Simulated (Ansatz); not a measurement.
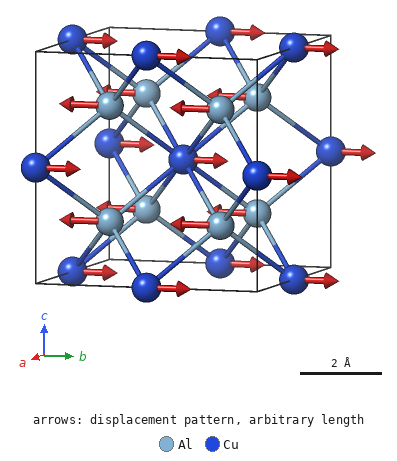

Phonons of crystalline Al2Cu, at the zone centre. The optical levels lie at 255 (×3), 274 (×3) cm⁻¹. One mode is drawn. The red arrows are the displacements of the atoms (eigenvector over the root of the mass), of arbitrary overall length and sign. A ball-and-stick model of the conventional cell (4 times the calculation's cell), seen slightly off an axis. Lengths and directions refer to the drawn axes.

All numbers below come from DFT PBE, scalar-relativistic, plane waves, PAW in Ansatz 0.2.0. Settings: plane-wave cutoff 420 eV; k-point mesh 16 × 16 × 16; occupations fermi dirac; smearing width 0.15 eV; no spin polarisation.

The frequencies depend somewhat on the k-mesh and the smearing.

### Which of these frequencies is the drawn mode's?

The level at 255 cm⁻¹. This is the T₁u mode (triply degenerate; one member of the set is drawn), the lowest optical level, infrared-active by symmetry. The Al sublattice moves against the Cu sublattice, along b; the kinetic energy is shared as Al 54 %, Cu 46 %. The crystal is a metal, so free carriers screen the infrared response.
